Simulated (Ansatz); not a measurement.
**Ti2Co: single-point calculation (part 1 of 2)**

System: Ti2Co (Fd-3m, 6 atoms in the cell).
Method: DFT r2SCAN, scalar-relativistic, plane waves, PAW, spin-polarised (Ansatz 0.2.0).

The structure derives from an entry of the Crystallography Open Database. It belongs to a series of runs on one base structure; here: equal strain along all axes, cell held, atoms relaxed: -1.0 %. Figures and captions count atoms from 1; the log counts them from 0 in places.

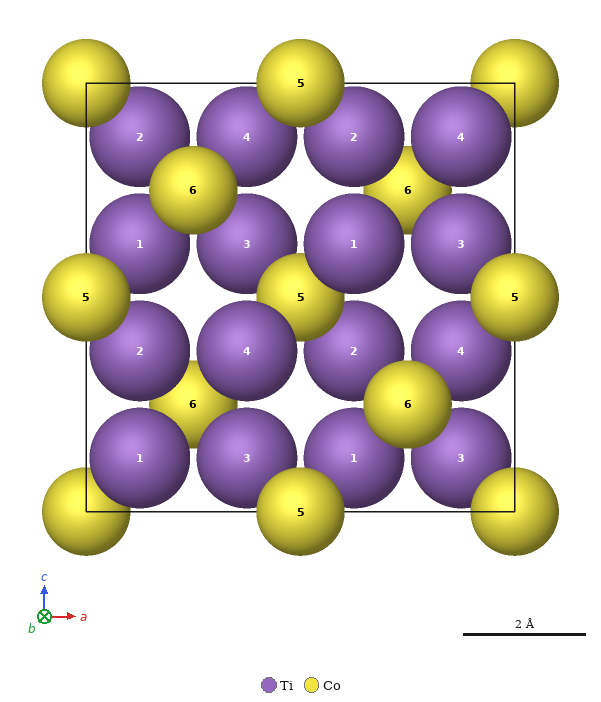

**Figure 1.** The structure as given in the input (spheres-only view of the cell 4 times as large as that of the calculation, set on its symmetry axes, along the b axis; atoms are numbered from 1 in the order of the input). An atom can appear more than once, as a periodic image.

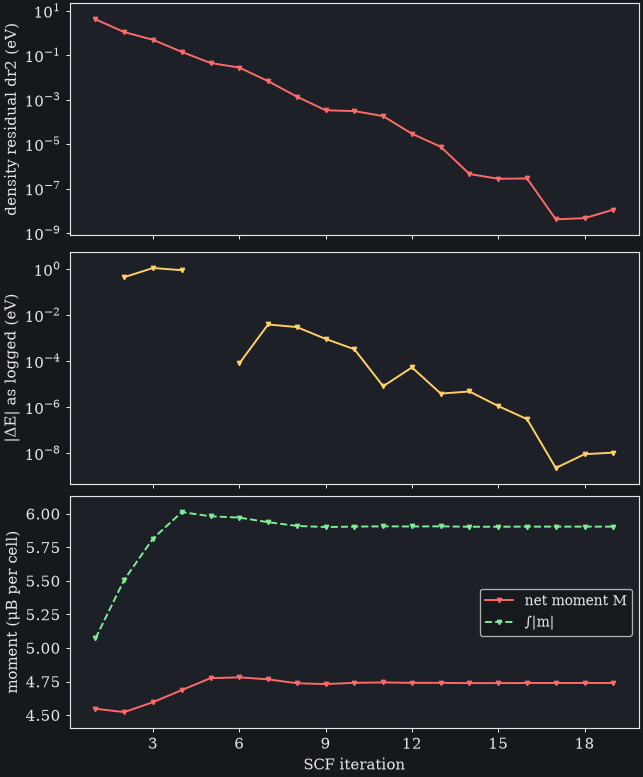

**Figure 2.** Convergence of the self-consistent field: density residual dr2, size of the energy change and magnetic moment against the SCF iteration. The residual comes down, with one marked jump up, by a factor of about 2.5, at step 19. The net moment goes from 4.5 to 4.7 μB per cell.

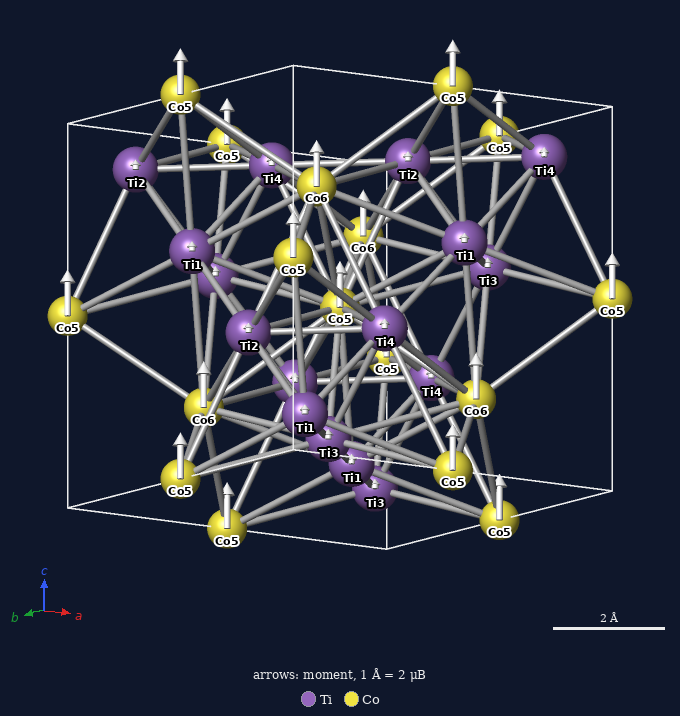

**Figure 3.** Magnetic moments of the sites as white arrows (ball-and-stick view of the cell 4 times as large as that of the calculation, set on its symmetry axes, seen at an oblique angle; atoms are numbered from 1 in the order of the input); small moments hardly show. The run is collinear, so the axis drawn is arbitrary. Site moments: Co5, Co6 (1.71 μB); all 4 Ti atoms (0.37 μB). They are counted near the atoms and needn't add up to the moment of the cell.

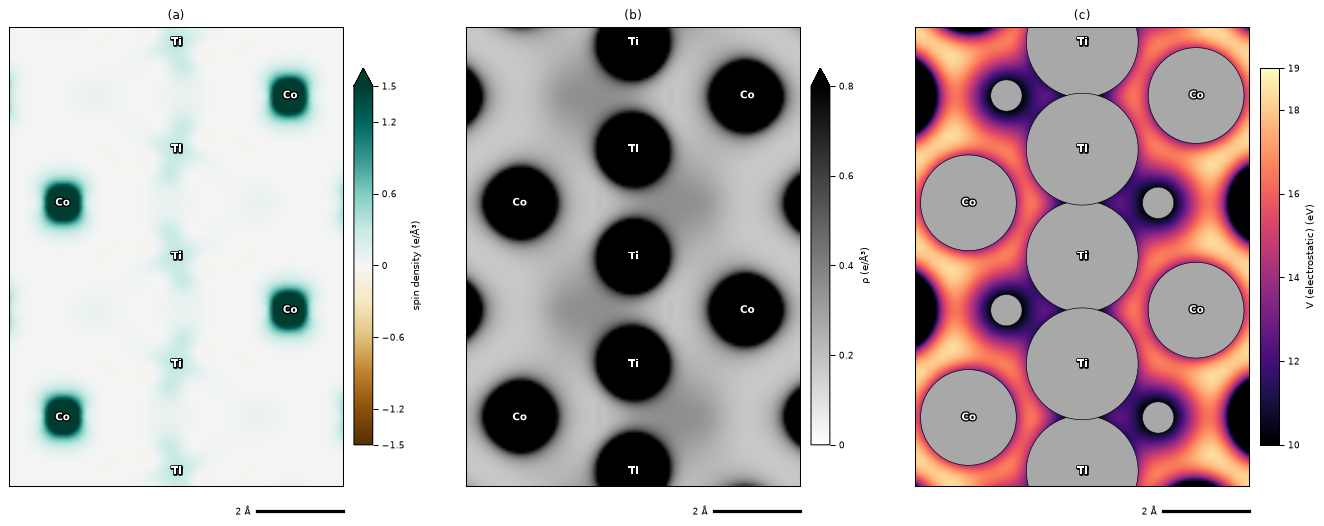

**Figure 4.** (a) spin density; (b) valence charge density (pseudo); (c) electrostatic potential (local pseudopotential plus Hartree) felt by an electron on the (011) plane of the conventional cell. Grey discs, where drawn, cover atomic cores. Ti–Ti (2.50 Å): ρ at the midpoint is about 0.31 e/Å³. Ti–Co (2.93 Å): the density is about 0.2 e/Å³ at the midpoint. Away from the nuclei the density in this plane falls to 0.17 e/Å³ at its lowest. The cell of the calculation (6 atoms) carries 4.7 μB net. Outside the cores the potential energy rises away from the atoms and is highest about 1.6 Å from the nearest atoms; outside the discs it spans about 8 eV, and its zero is arbitrary. The fields are those of the smooth PAW valence density.

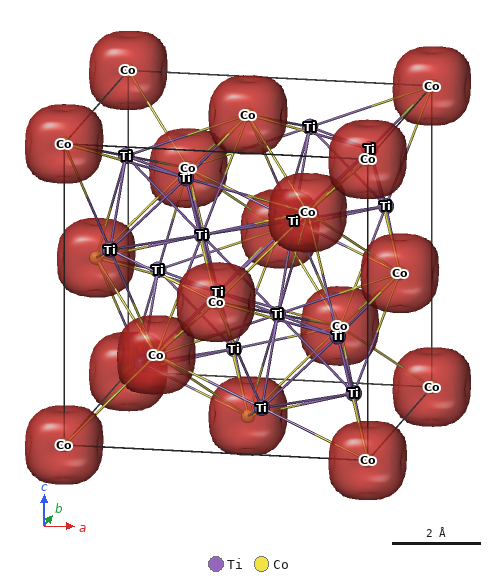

**Figure 5.** Isosurface of the spin density at +0.05 e/Å³ (red), seen slightly off an axis. Sticks mark near contacts. The outline is the cell set on symmetry axes. The cell of the calculation (6 atoms) carries 4.7 μB net.

The input that produced these results follows, with the program's output.

Input
```yaml
crystal:
  lattice:
    - [0.0, 3.52881501, 3.52881501]
    - [3.52881501, 0.0, 3.52881501]
    - [3.52881501, 3.52881501, 0.0]
  atoms:
    - { symbol: Ti, position: [0.125, 0.125, 0.125], spin: 0.41 }
    - { symbol: Ti, position: [0.625, 0.125, 0.125], spin: 0.41 }
    - { symbol: Ti, position: [0.125, 0.125, 0.625], spin: 0.41 }
    - { symbol: Ti, position: [0.125, 0.625, 0.125], spin: 0.41 }
    - { symbol: Co, position: [0.5, 0.5, 0.5], spin: 1.94 }
    - { symbol: Co, position: [0.75, 0.75, 0.75], spin: 1.94 }
basis:
  ecutwfc: 500
kpoints:
  mp_grid: { grid: [10, 10, 10] }
hamiltonian:
  xc: r2scan
scf:
  occupations: { method: gaussian, width: 0.1 }
output:
  forces: true
  stress: true
  eigenvalues: true
  populations: true
  write_density: true
  write_potential: true
  elf: true
  volumetric_format: npy
magnetization:
  spin_polarized: true
```

Command:
```bash
ansatz run input.yaml --threads 1 --pin off --max-ram 2560MiB --backend cpu --events-out ev --progress --plain --runs-dir out
```

What the program printed
```
Engine: ansatz 0.2.0, x86_64-unknown-linux-gnu
Pseudopotentials: kind: paw
Pseudopotential: Ti, paw, valence charge 12, recommended cutoff 500 eV (meta_gga), Ti.paw.azcp
Pseudopotential: Co, paw, valence charge 17, recommended cutoff 500 eV (meta_gga), Co.paw.azcp
Functional definition: r2SCAN
  parameter k0 = 0.174
  parameter k1 = 0.065
  parameter a1 = 4.9479
  exchange = r2scan_x(k0 = k0, k1 = k1, a1 = a1)
  correlation = r2scan_c
Crystal: 6 atoms, lattice volume = 87.885 Å³
Basis set: ecut = 500 eV, 2229 PW (Γ), exchange–correlation on 160×160×160 points (64 copies of the dense FFT grid, shifted against one another)
Bands: 53, of which v1, the nominal top of the filled ones, is band 41 counted from 1 (40 counted from 0)
Symmetry: 48 space group operations
Space group: Fd-3m (ITA 227), of the structure as read, at distance tolerance 4.4e-5 Å
Magnetic group: BNS 227.128 (UNI 1630), of the structure as read, at distance tolerance 4.4e-5 Å
k-points: 47 of 1000
Non-local potential: Ti, projectors of the file, l = 0: 3, l = 1: 2, l = 2: 3, l = 3: 1
Non-local potential: Co, projectors of the file, l = 0: 3, l = 1: 2, l = 2: 3, l = 3: 1
PAW form: soft (Blöchl's): semilocal exchange-correlation on the pseudo side does not see the compensation charge
PAW frozen core: Ti, regenerated for the run's functional (the file was generated under x = pbe(κ = 0.804, μ = 0.2195149727645171), c = pbe(β = 0.06672455060314922))
PAW frozen core: Co, regenerated for the run's functional (the file was generated under x = pbe(κ = 0.804, μ = 0.2195149727645171), c = pbe(β = 0.06672455060314922))
PAW one-centre angular grid: Ti, 590 points (default); XC on 160 Gauss nodes
PAW one-centre angular grid: Co, 590 points (default); XC on 160 Gauss nodes
Initial density: superposition of atomic densities (chi_scale 0.1, normalization cell)
Starting moments: Σ|m| = 5.52 μB on 6 of 6 sites
Initial wavefunctions: pseudopotential atomic-orbital guess
Functional: x = r2scan, c = r2scan; τ floored in thin density (d = 2e-4 eV/Å³)
```
